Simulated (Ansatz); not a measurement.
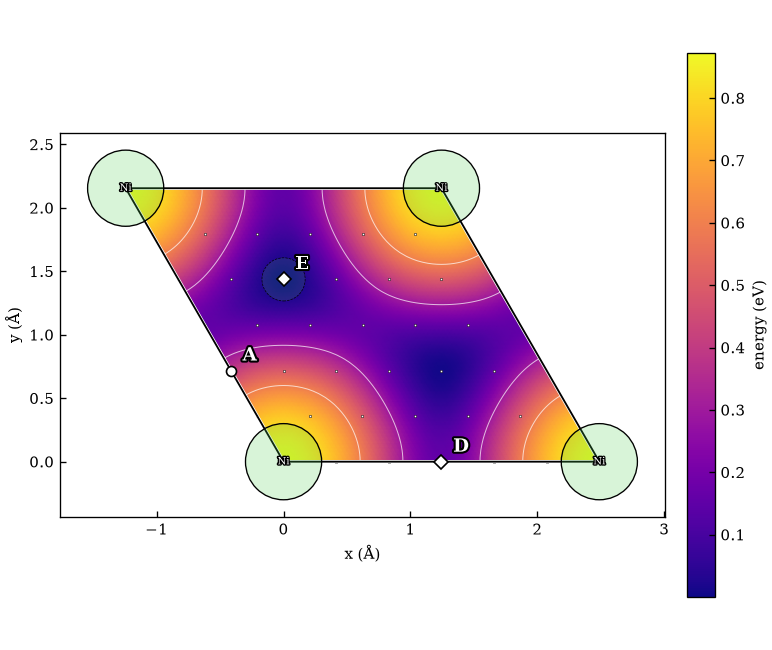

Ni on a Ni(111) slab cut from the Fm-3m phase, its upper half relaxed before the scan (12 atoms of substrate and one adsorbate in a 2 × 2 cell). Ni is moved over the surface cell; relaxed at each place: the height of the adsorbate's atoms; substrate rigid; the origin of the map has the adsorbate above Ni9. Places are given modulo a cell vector. The map is drawn in real space over the plane of the surface. Grid: 6 × 6 points; 10 points were computed and 26 follow by symmetry. Places are given in fractions of the 1 × 1 surface cell. All energies are given in eV relative to the lowest grid point. The electronic state followed may not be the lowest one. Level of theory: Ansatz, DFT PBE, scalar-relativistic, plane waves, PAW. Settings: cutoff 420 eV, k-mesh 6×6×1, gaussian smearing 0.1 eV, spin-polarised.

In the figure: a smooth colour map with a few white contour lines, dots at the grid points, labelled circles for the atoms of the top layer and small ones for the second layer, the outline of one cell of the plane, lettered points. Between grid points the surface is interpolated.

What kind of point is each of A, D, E: minimum, saddle, maximum or slope?

A: on a slope; D: saddle point; E: minimum. (In these two coordinates alone; a stationary point may lie a little off the grid point.)

Rank the lettered points by energy, lowest first.

E (0.00 eV), D (0.16 eV), A (0.40 eV).

PAW datasets: the set soft_1.
